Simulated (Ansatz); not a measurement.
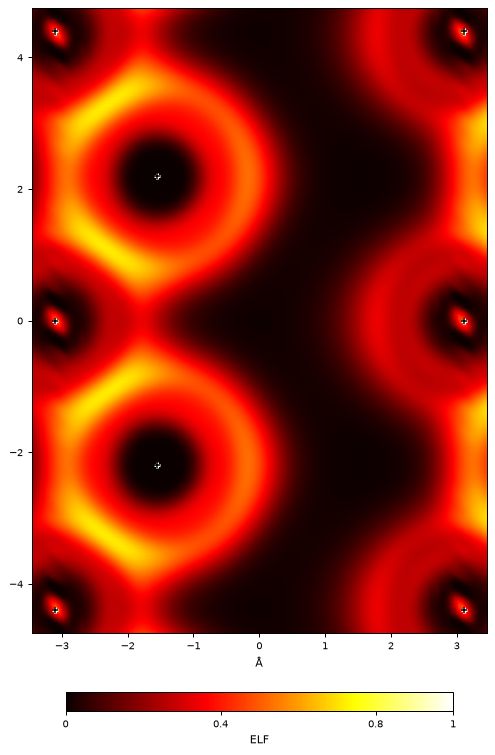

The ELF on a plane through atoms (crosses mark nuclei in the plane).

Level of theory: DFT PBE, scalar-relativistic, plane waves, PAW (Ansatz 0.2.0).

Candidates:
A. Ge2Sb2Te5, a = 4.26 Å, b = 4.26 Å, c = 18.57 Å, α = 90.00°, β = 90.00°, γ = 120.00°. Space group P-3m1; a structure from a database of computed crystals, not necessarily the ambient phase.
B. GaSb, a = 6.21 Å, b = 6.21 Å, c = 6.21 Å, α = 90.00°, β = 90.00°, γ = 90.00°. Space group F-43m.

Which candidate gave the map?

Candidate B: GaSb on the (011) plane of the conventional cell, which holds Ga and Sb. Ga–Sb (2.69 Å): the ELF peaks at about 0.70 between the atoms.
